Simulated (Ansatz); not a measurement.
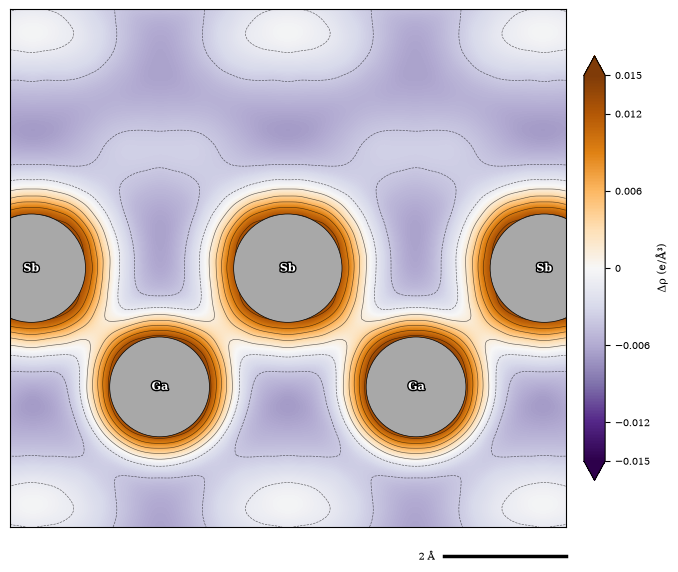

GaSb. Difference of the valence pseudo-densities of two functionals at the same geometry, on the (110) plane of the calculation cell: one of B3LYP and PBEsol0 less the other.

Space group I-4m2; a structure from a database of computed crystals, not necessarily the ambient phase.

Both computed with Ansatz (plane waves, PAW), on the same k-point mesh. Grey discs cover the atomic cores.

```
CELL_PARAMETERS angstrom
-2.75343 2.75343 1.59071
2.75343 -2.75343 1.59071
2.75343 2.75343 -1.59071
ATOMIC_POSITIONS crystal
Sb 0.00000 0.00000 0.00000
Ga 0.75000 0.25000 0.50000
```

Question: Which was subtracted from which, and what does the map show?

Answer: It is B3LYP less PBEsol0. Against PBEsol0, B3LYP gives more density around Sb (+0.009 e/Å³ on average at 1.0 Å from the nucleus), more density around Ga (+0.009 e/Å³ on average at 1.0 Å from the nucleus) and less density in the space between the atoms (−0.004 e/Å³ on average).
